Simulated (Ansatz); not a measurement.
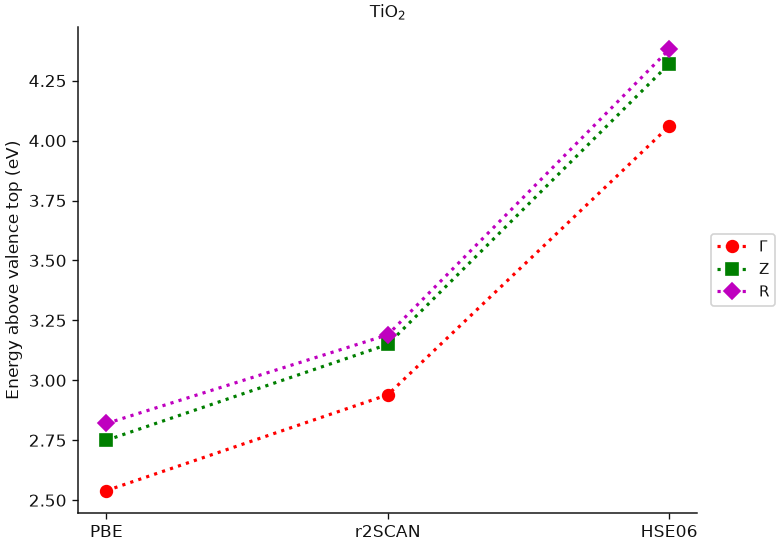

Lowest conduction level at each named k point, counted from the valence-band top at Z, by several methods on one cell of TiO$_{2}$, space group P4_2/nmc, 6 atoms in the cell, relaxed with r2SCAN; a = 3.367 Å, c = 5.205 Å (tetragonal axes). All runs are without spin-orbit coupling and carry no moments. The cell is at 6 GPa in PBE.

| method | program | Γ (eV) | Z (eV) | R (eV) |
| --- | --- | --- | --- | --- |
| PBE | Ansatz | 2.54 | 2.75 | 2.82 |
| r2SCAN | Ansatz | 2.94 | 3.15 | 3.19 |
| HSE06 | Ansatz | 4.06 | 4.32 | 4.38 |

**Estimate the PBE0 values. It was run as: PBE0, Ansatz PAW set, 4×4×4 k mesh, 420 eV cutoff, fixed occupations (Ansatz).**

PBE0 keeps the long-range exact exchange that HSE06 screens off, so it lies above HSE06, here by 0.75 eV at Γ. PBE0 gives 4.81 eV at Γ, 5.07 eV at Z and 5.14 eV at R, which is +2.27 eV from PBE at Γ.

**Does PBE0 shift these levels rigidly from PBE?**

The shifts are +2.27 eV at Γ, +2.32 eV at Z and +2.32 eV at R, and at points that aren't plotted +2.31 eV (X), +2.38 eV (M) and +2.36 eV (A): over the named points that both runs hold, a spread of 0.11 eV on a mean of 2.33 eV, so one shift describes them well.

**How do the methods rank at Γ?**

From low to high: PBE 2.54, r2SCAN 2.94, HSE06 4.06, PBE0 4.81 eV.

Settings. PBE: Ansatz PAW set, 8×8×6 k mesh, 420 eV cutoff, Fermi-Dirac smearing of 0.02 eV (Ansatz 0.2.0). r2SCAN: Ansatz PAW set, 8×8×6 k mesh, 500 eV cutoff, fixed occupations (Ansatz). HSE06: Ansatz PAW set, 4×4×4 k mesh, 420 eV cutoff, fixed occupations (Ansatz).

The usual form of TiO2 is rutile or anatase. r2SCAN, HSE06 and PBE0: the PAW data sets were made with another functional. LDA, GGA and most meta-GGA functionals understate gaps. HSE06 and PBE0: the k mesh is coarse, so the values aren't converged, least of all with exact exchange.
